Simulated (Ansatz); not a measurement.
Run report: GeSi16, geometry relaxation (part 1 of 2)

- system: GeSi16 (defect cell, 17 atoms in the cell)
- method: DFT PBE, scalar-relativistic, plane waves, PAW, PAW set soft_1, no spin polarisation (Ansatz 0.2.0)

It belongs to a series of runs on one base structure; here: end point B relaxed.

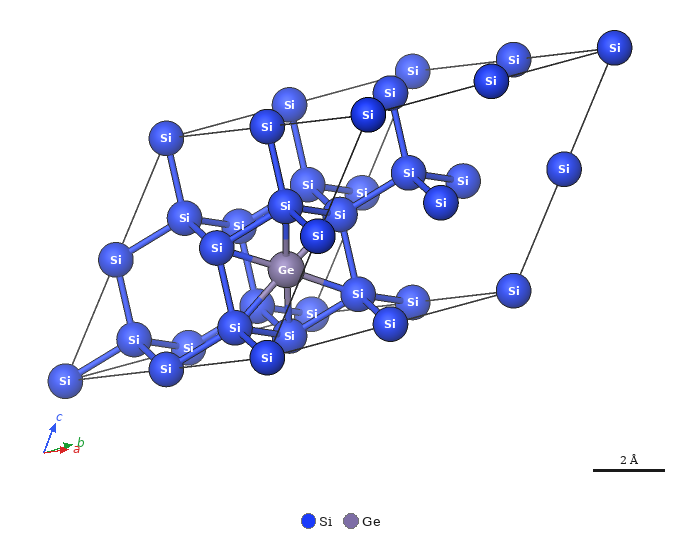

*The structure as given in the input (ball-and-stick view of the cell of the calculation, seen at an oblique angle).*

Near neighbours in the crystal (not all of them lie inside the picture): Si has 4 Si at 2.35 Å; Si has 1 Ge at 2.23 to 2.28 Å and 4 Si at 2.35 Å; Ge has 6 Si at 2.23 to 2.28 Å.

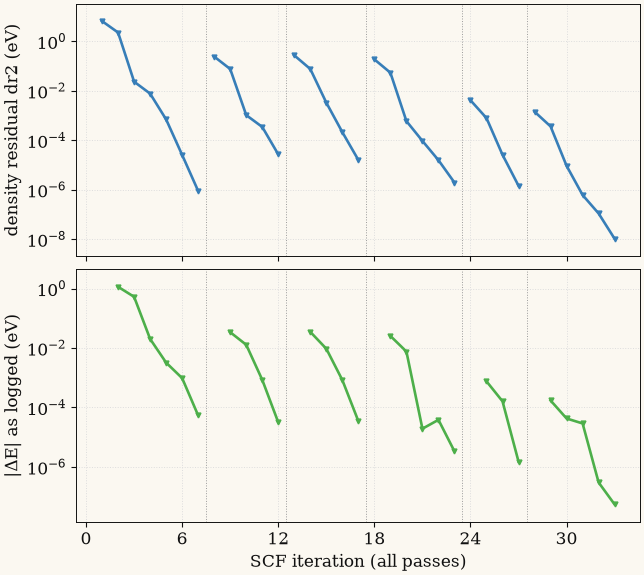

*Convergence of the self-consistent field: density residual dr2 and size of the energy change against the SCF iteration. The dotted lines part the SCF passes of the relaxation: geometry steps, rejected trials and re-solves on a re-selected basis.*

The 6 passes take 4 to 7 iterations each, 33 in all.

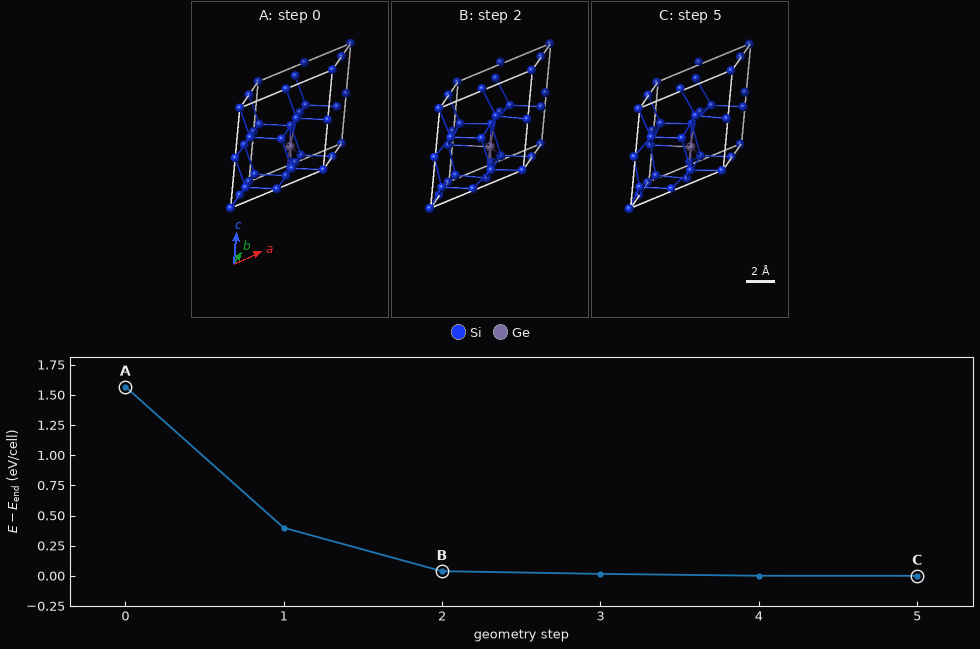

*Frames of the relaxation (ball-and-stick view of the cell of the calculation, seen slightly off an axis) above the curves, on which the letters mark them (the first geometry is step 0 here and step 1 in the log).*

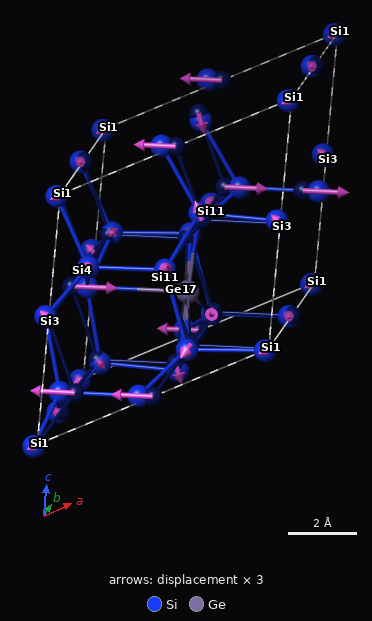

*Start (faint) and end (solid) with the displacements as pink arrows, magnified 3 times (ball-and-stick view of the cell of the calculation, seen slightly off an axis).*

The largest move is that of Si7, 0.47 Å. Largest moves by element: Si 0.47 Å, Ge 0.05 Å. The lattice vectors keep their values. Among the contacts that change: Si7–Ge17 3.445 → 3.024 Å, Si11–Ge17 2.230 → 2.447 Å, Si12–Ge17 2.249 → 2.442 Å, Si13–Ge17 2.257 → 2.448 Å. Among the angles that change: Si6–Si13–Si16 109.5° → 123.0°, Si1–Si10–Si9 109.5° → 122.2°, Si11–Si16–Si13 109.5° → 97.1°. The energy falls by 1.567 eV per cell of the calculation in 5 geometry steps. Largest force component: 3 eV/Å at the start, 0.011 eV/Å at the end. (Atoms are counted from 1 in the order of the input.)

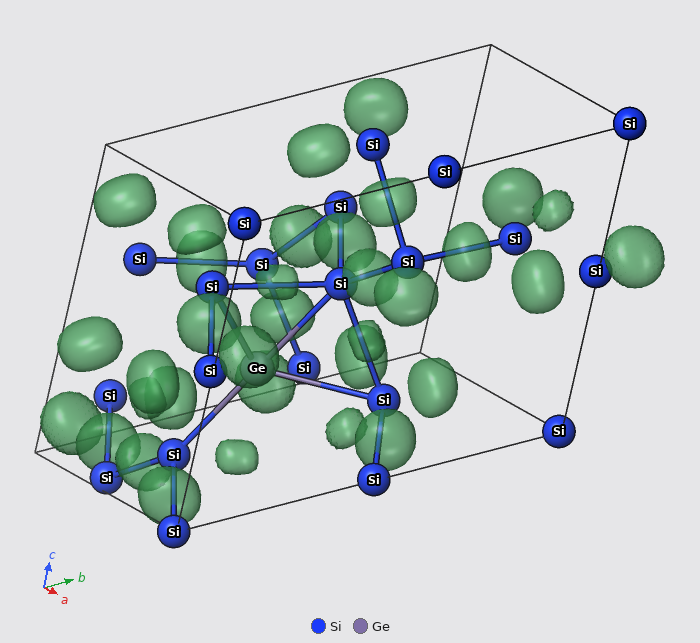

*Isosurface of the electron localisation function at 0.85 (green), seen slightly off an axis. Core shells and regions of very low density are left out. Sticks mark near contacts. The outline is the calculation cell.*

The ELF exceeds this value in 32 regions between bonded Si–Si atoms (shared pairs), counted in one cell of 17 atoms. Along the contacts the grid gives the following. Si–Ge (2.44 Å): the ELF is about 0.55 at the midpoint. Core electrons are frozen (PAW), so the fields are smoothed inside the atomic spheres.

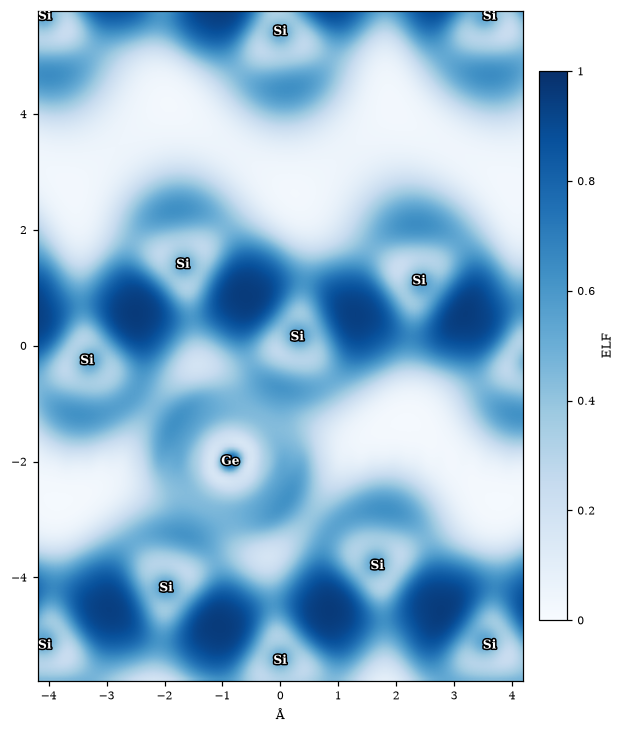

*Electron localisation function on the (011̄) plane of the calculation cell.*

The section cuts through Si and Ge sites. Si–Si (2.32 Å): the ELF peaks at about 0.95 between the atoms, which marks a shared electron pair. Si–Ge (2.44 Å): the ELF is about 0.55 at the midpoint. Si–Si (2.38 Å): the ELF peaks at about 0.95 between the atoms, which marks localised, shared-pair bonding. The strong features right at Ge lie inside the PAW spheres (semicore, d or f shells) and say nothing about bonding.

These pictures come from the run below.

## Input file
```yaml
crystal:
  lattice:
    - [0.0, 5.43, 5.43]
    - [5.43, 0.0, 5.43]
    - [5.43, 5.43, 0.0]
  atoms:
    - { symbol: Si, position: [0.0, 0.0, 0.0] }
    - { symbol: Si, position: [0.125, 0.125, 0.125] }
    - { symbol: Si, position: [0.0, 0.0, 0.5] }
    - { symbol: Si, position: [0.125, 0.125, 0.625] }
    - { symbol: Si, position: [0.0, 0.5, 0.0] }
    - { symbol: Si, position: [0.125, 0.625, 0.125] }
    - { symbol: Si, position: [0.0, 0.5, 0.5] }
    - { symbol: Si, position: [0.125, 0.625, 0.625] }
    - { symbol: Si, position: [0.5, 0.0, 0.0] }
    - { symbol: Si, position: [0.625, 0.125, 0.125] }
    - { symbol: Si, position: [0.5, 0.0, 0.5] }
    - { symbol: Si, position: [0.625, 0.125, 0.625] }
    - { symbol: Si, position: [0.5, 0.5, 0.0] }
    - { symbol: Si, position: [0.625, 0.625, 0.125] }
    - { symbol: Si, position: [0.5, 0.5, 0.5] }
    - { symbol: Si, position: [0.625, 0.625, 0.625] }
    - { symbol: Ge, position: [0.54936024, 0.3156286, 0.31967122] }
basis:
  ecutwfc: 420.0
kpoints:
  mp_grid: { grid: [2, 2, 2] }
hamiltonian:
  xc: pbe
  pseudopotentials: { kind: paw, azcp: { folder: soft_1 } }
scf:
  occupations: { method: gaussian, width: 0.05 }
  lower_state_search: "off"
relax:
  f_tol: 0.03
  max_steps: 60
  adjacent_minimum: "off"
output:
  write_density: true
  write_potential: true
  elf: true
  volumetric_format: npy
```

Run as:
```bash
ansatz run input.yaml --threads 1 --pin off --max-ram 3072MiB --backend cpu --events-out ev --progress --plain --runs-dir out
```

## Output
```
Engine: ansatz 0.2.0, x86_64-unknown-linux-gnu
Pseudopotentials: kind: paw
Pseudopotential: Si, paw, valence charge 4, recommended cutoff 420 eV (normal), [file]
Pseudopotential: Ge, paw, valence charge 14, recommended cutoff 420 eV (normal), [file]
Functional definition: PBE
  parameter kappa = 0.804
  parameter beta = 0.06672455060314922
  exchange = pbe_x(kappa = kappa, mu = beta*pi^2/3)
  correlation = pbe_c(beta = beta)
Crystal: 17 atoms, lattice volume = 320.206 Å³
Basis set: ecut = 420 eV, 6231 PW (Γ), exchange–correlation on 108×108×108 points (8 copies of the dense FFT grid, shifted against one another)
Bands: 56, of which v1, the nominal top of the filled ones, is band 39 counted from 1 (38 counted from 0)
Symmetry: 1 space group operations
Space group: P1 (ITA 1), of the structure as read, at distance tolerance 6.8e-5 Å
k-points: 8
Non-local potential: Si, projectors of the file, l = 0: 2, l = 1: 2, l = 2: 1
Non-local potential: Ge, projectors of the file, l = 0: 2, l = 1: 2, l = 2: 3, l = 3: 1
PAW form: soft (Blöchl's): semilocal exchange-correlation on the pseudo side does not see the compensation charge
PAW one-centre angular grid: Si, 110 points (default); XC on 64 Gauss nodes
PAW one-centre angular grid: Ge, 590 points (default); XC on 64 Gauss nodes
Initial density: superposition of atomic densities (chi_scale 0.1, normalization cell, long waves kept (reshape's long-wave potential 0.02 eV rms))
Initial wavefunctions: pseudopotential atomic-orbital guess
Functional: x = pbe(κ = 0.804, μ = 0.2195149727645171), c = pbe(β = 0.06672455060314922)
SCF iter   1: F=—  HF=-14463.095985 eV  |F-HF|=—  |Δ(HF+E_count)|=         —  Δρ=4.63e-2  dr2=6.57e0  ethr=3.10e-3  ⟨swp⟩=9.5  Hψ=2668  notcnv=0  defer=17
preconditioner: auto → Resta (q_TF=auto, 2.156 Å⁻¹)  ε∞=5.3  [insulator: Δε(μ)=0.506 eV  Ē_g=8.246 eV  σ=0.050 eV  W_gap=0.64  n_scr=58 (ndim 8)  ℏωp=17.1 eV  f_vac=0.000  D(μ)=7.71/eV (n_scr^D=58)  ε∞_Penn≈5.3]
SCF iter   2: F=—  HF=-14461.953238 eV  |F-HF|=—  |Δ(HF+E_count)|=    1.14e0  Δρ=2.68e-2  dr2=2.27e0  ethr=3.10e-3  ⟨swp⟩=2.0  Hψ=542  notcnv=0  defer=73
SCF iter   3: F=—  HF=-14461.427930 eV  |F-HF|=—  |Δ(HF+E_count)|=   5.25e-1  Δρ=2.43e-3  dr2=2.34e-2  ethr=2.91e-3  ⟨swp⟩=3.1  Hψ=620  notcnv=0  defer=77
SCF iter   4: F=—  HF=-14461.447999 eV  |F-HF|=—  |Δ(HF+E_count)|=   2.01e-2  Δρ=1.31e-3  dr2=7.69e-3  ethr=3.00e-5  ⟨swp⟩=2.0  Hψ=710  notcnv=0  defer=93
SCF iter   5: F=—  HF=-14461.444791 eV  |F-HF|=—  |Δ(HF+E_count)|=   3.21e-3  Δρ=4.33e-4  dr2=6.95e-4  ethr=9.86e-6  ⟨swp⟩=2.0  Hψ=777  notcnv=0  defer=93
SCF iter   6: F=—  HF=-14461.445757 eV  |F-HF|=—  |Δ(HF+E_count)|=   9.66e-4  Δρ=9.34e-5  dr2=2.55e-5  ethr=8.91e-7  ⟨swp⟩=2.0  Hψ=668  notcnv=0  defer=93
SCF iter   7: F=-14461.445811 eV  HF=-14461.445810 eV  |F-HF|=7.48e-7  |Δ(HF+E_count)|=   5.37e-5  Δρ=1.44e-5  dr2=8.91e-7  ethr=2.88e-8  ⟨swp⟩=11.8  Hψ=3660  notcnv=0
SCF 1 converged in 7 iterations: F = -14461.445811 eV  dr2 = 8.91e-7
  greatest PAW one-centre occupation: 0.998 electrons in one spin orbital (limit 2), on the Ge atom at site 16 (counted from 0), in its partial waves of l = 2
relax step   1: F+E_penalty+E_count = -14461.44581114 eV  Δ(F+E_penalty+E_count) = +0.000e0 eV  max|allowed force component| = 3.010e0 eV/Å  Δτ_max = 0.0000 Å  (7 SCF iters, dr2 threshold 2.25e-5 eV, accepted)
Initial density: handed on by an earlier stage of this run
Initial wavefunctions: those handed on with the density
iter 1 solved again at ethr=3.11e-4 eV; its pass at ethr=3.10e-3 eV (dr2=2.43e-1 eV) is discarded
SCF iter   1: F=—  HF=-14462.662338 eV  |F-HF|=—  |Δ(HF+E_count)|=         —  Δρ=7.69e-3  dr2=2.42e-1  ethr=3.11e-4  ⟨swp⟩=1.1  Hψ=2046  notcnv=0  defer=65
preconditioner: auto → Kerker (q_TF=auto, 2.156 Å⁻¹)  [metal: Δε(μ)=0.001 eV  Ē_g=8.059 eV  σ=0.050 eV  W_gap=0.01  n_scr=58 (ndim 8)  ℏωp=17.1 eV  f_vac=0.000  D(μ)=5.66/eV (n_scr^D=26)]
SCF iter   2: F=—  HF=-14462.628430 eV  |F-HF|=—  |Δ(HF+E_count)|=   3.39e-2  Δρ=4.52e-3  dr2=7.59e-2  ethr=3.10e-4  ⟨swp⟩=1.5  Hψ=380  notcnv=0  defer=65
SCF iter   3: F=—  HF=-14462.615666 eV  |F-HF|=—  |Δ(HF+E_count)|=   1.28e-2  Δρ=6.63e-4  dr2=1.04e-3  ethr=9.73e-5  ⟨swp⟩=2.0  Hψ=740  notcnv=0  defer=67
SCF iter   4: F=—  HF=-14462.614817 eV  |F-HF|=—  |Δ(HF+E_count)|=   8.49e-4  Δρ=2.76e-4  dr2=3.46e-4  ethr=1.34e-6  ⟨swp⟩=2.0  Hψ=708  notcnv=0  defer=67
SCF iter   5: F=-14462.614852 eV  HF=-14462.614849 eV  |F-HF|=2.98e-6  |Δ(HF+E_count)|=   3.16e-5  Δρ=6.84e-5  dr2=2.69e-5  ethr=1.28e-7  ⟨swp⟩=9.9  Hψ=3391  notcnv=0
SCF 2 converged in 5 iterations: F = -14462.614852 eV  dr2 = 2.69e-5
relax step   2: F+E_penalty+E_count = -14462.61485156 eV  Δ(F+E_penalty+E_count) = -1.169e0 eV  max|allowed force component| = 1.216e0 eV/Å  Δτ_max = 0.1528 Å  (5 SCF iters, dr2 threshold 1.00e-4 eV, accepted)
iter 1 solved again at ethr=3.44e-4 eV; its pass at ethr=3.10e-3 eV (dr2=2.68e-1 eV) is discarded
SCF iter   1: F=—  HF=-14463.019583 eV  |F-HF|=—  |Δ(HF+E_count)|=         —  Δρ=1.02e-2  dr2=2.71e-1  ethr=3.44e-4  ⟨swp⟩=1.0  Hψ=2063  notcnv=0  defer=75
preconditioner: auto → Resta (q_TF=auto, 2.156 Å⁻¹)  ε∞=5.6  [insulator: Δε(μ)=0.184 eV  Ē_g=7.999 eV  σ=0.050 eV  W_gap=0.59  n_scr=58 (ndim 8)  ℏωp=17.1 eV  f_vac=0.000  D(μ)=7.41/eV (n_scr^D=58)  ε∞_Penn≈5.6]
SCF iter   2: F=—  HF=-14462.984769 eV  |F-HF|=—  |Δ(HF+E_count)|=   3.48e-2  Δρ=5.79e-3  dr2=7.62e-2  ethr=3.44e-4  ⟨swp⟩=1.0  Hψ=367  notcnv=0  defer=75
SCF iter   3: F=—  HF=-14462.975339 eV  |F-HF|=—  |Δ(HF+E_count)|=   9.43e-3  Δρ=7.79e-4  dr2=3.31e-3  ethr=9.77e-5  ⟨swp⟩=2.9  Hψ=679  notcnv=0  defer=80
SCF iter   4: F=—  HF=-14462.974505 eV  |F-HF|=—  |Δ(HF+E_count)|=   8.34e-4  Δρ=2.16e-4  dr2=2.13e-4  ethr=4.25e-6  ⟨swp⟩=2.1  Hψ=713  notcnv=0  defer=80
SCF iter   5: F=-14462.974480 eV  HF=-14462.974470 eV  |F-HF|=9.16e-6  |Δ(HF+E_count)|=   3.48e-5  Δρ=7.48e-5  dr2=1.60e-5  ethr=1.19e-7  ⟨swp⟩=10.0  Hψ=3339  notcnv=0
SCF 3 converged in 5 iterations: F = -14462.974480 eV  dr2 = 1.60e-5
relax step   3: F+E_penalty+E_count = -14462.97447960 eV  Δ(F+E_penalty+E_count) = -3.596e-1 eV  max|allowed force component| = 1.827e-1 eV/Å  Δτ_max = 0.1879 Å  (5 SCF iters, dr2 threshold 9.25e-5 eV, accepted)
SCF iter   1: F=—  HF=-14463.029839 eV  |F-HF|=—  |Δ(HF+E_count)|=         —  Δρ=7.86e-3  dr2=1.87e-1  ethr=2.23e-3  ⟨swp⟩=4.8  Hψ=1478  notcnv=0  defer=51
preconditioner: auto → Resta (q_TF=auto, 2.156 Å⁻¹)  ε∞=5.6  [insulator: Δε(μ)=0.231 eV  Ē_g=7.965 eV  σ=0.050 eV  W_gap=1.00  n_scr=58 (ndim 8)  ℏωp=17.1 eV  f_vac=0.000  D(μ)=0.06/eV (n_scr^D=0)  ε∞_Penn≈5.6]
SCF iter   2: F=—  HF=-14463.004430 eV  |F-HF|=—  |Δ(HF+E_count)|=   2.54e-2  Δρ=4.51e-3  dr2=5.40e-2  ethr=2.40e-4  ⟨swp⟩=1.4  Hψ=526  notcnv=0  defer=77
SCF iter   3: F=—  HF=-14462.996843 eV  |F-HF|=—  |Δ(HF+E_count)|=   7.59e-3  Δρ=4.22e-4  dr2=5.96e-4  ethr=6.93e-5  ⟨swp⟩=2.9  Hψ=642  notcnv=0  defer=77
SCF iter   4: F=—  HF=-14462.996863 eV  |F-HF|=—  |Δ(HF+E_count)|=   1.93e-5  Δρ=1.49e-4  dr2=9.42e-5  ethr=7.65e-7  ⟨swp⟩=2.0  Hψ=682  notcnv=0  defer=77
SCF iter   5: F=—  HF=-14462.996824 eV  |F-HF|=—  |Δ(HF+E_count)|=   3.84e-5  Δρ=5.87e-5  dr2=1.57e-5  ethr=1.21e-7  ⟨swp⟩=2.0  Hψ=681  notcnv=0  defer=77
SCF iter   6: F=-14462.996829 eV  HF=-14462.996828 eV  |F-HF|=1.48e-6  |Δ(HF+E_count)|=   3.35e-6  Δρ=2.15e-5  dr2=1.95e-6  ethr=2.68e-9  ⟨swp⟩=9.4  Hψ=3032  notcnv=0
SCF 4 converged in 6 iterations: F = -14462.996829 eV  dr2 = 1.95e-6
relax step   4: F+E_penalty+E_count = -14462.99682915 eV  Δ(F+E_penalty+E_count) = -2.235e-2 eV  max|allowed force component| = 1.900e-1 eV/Å  Δτ_max = 0.1945 Å  (6 SCF iters, dr2 threshold 2.09e-6 eV, accepted)
SCF iter   1: F=—  HF=-14463.013238 eV  |F-HF|=—  |Δ(HF+E_count)|=         —  Δρ=9.49e-4  dr2=4.15e-3  ethr=4.23e-5  ⟨swp⟩=3.4  Hψ=976  notcnv=0  defer=78
preconditioner: auto → Resta (q_TF=auto, 2.156 Å⁻¹)  ε∞=5.6  [insulator: Δε(μ)=0.181 eV  Ē_g=7.960 eV  σ=0.050 eV  W_gap=0.99  n_scr=58 (ndim 8)  ℏωp=17.1 eV  f_vac=0.000  D(μ)=0.44/eV (n_scr^D=0)  ε∞_Penn≈5.6]
SCF iter   2: F=—  HF=-14463.012483 eV  |F-HF|=—  |Δ(HF+E_count)|=   7.56e-4  Δρ=4.95e-4  dr2=7.90e-4  ethr=5.32e-6  ⟨swp⟩=1.1  Hψ=521  notcnv=0  defer=78
SCF iter   3: F=—  HF=-14463.012322 eV  |F-HF|=—  |Δ(HF+E_count)|=   1.61e-4  Δρ=9.25e-5  dr2=2.59e-5  ethr=1.01e-6  ⟨swp⟩=2.0  Hψ=520  notcnv=0  defer=78
SCF iter   4: F=-14463.012323 eV  HF=-14463.012323 eV  |F-HF|=2.56e-7  |Δ(HF+E_count)|=   1.51e-6  Δρ=1.74e-5  dr2=1.45e-6  ethr=2.89e-9  ⟨swp⟩=10.6  Hψ=3527  notcnv=0
SCF 5 converged in 4 iterations: F = -14463.012323 eV  dr2 = 1.45e-6
relax step   5: F+E_penalty+E_count = -14463.01232276 eV  Δ(F+E_penalty+E_count) = -1.549e-2 eV  max|allowed force component| = 4.059e-2 eV/Å  Δτ_max = 0.0162 Å  (4 SCF iters, dr2 threshold 2.26e-6 eV, accepted)
```
